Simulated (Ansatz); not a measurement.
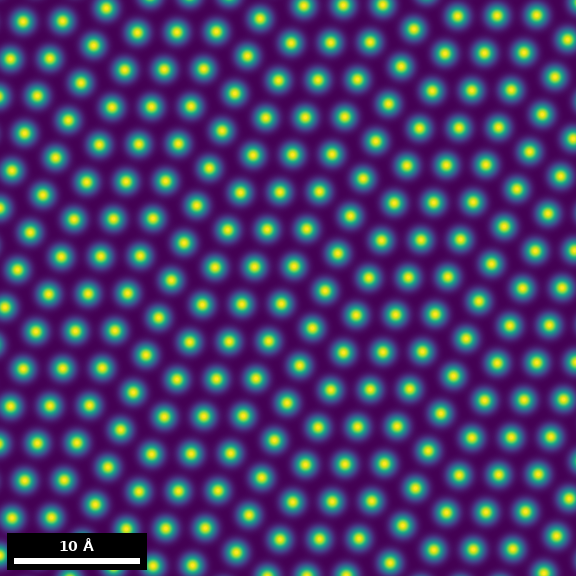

Dark-field STEM-like image of Yb. The image is simulated as a sum over atoms of Z^1.6, blurred by a 1.30 Å probe (no channelling). The probe carries 25 % of its weight in a tail 2.5 times as wide.

Question: Give the net of the columns and its spacings.

Answer: The pattern repeats on a rectangular net of 3.2 × 11.9 Å.

Question: What is the plane group of the image?

Answer: p2mg: mirror lines in one direction, glide lines across them, twofold points on the glide lines.

Question: How many columns does the smallest repeating cell hold, and how many levels of brightness?

Answer: 4 columns in the primitive cell of 37.5 Å², all of one brightness.

The crystal is Yb (P6_3/mmc, No. 194) seen along [100]. Structure: the end point of a relaxation at fixed volume with DFT PBE, spin-orbit coupling, plane waves, PAW (Ansatz 0.2.0); the starting structure was generated, so it need not be a known form of this composition.
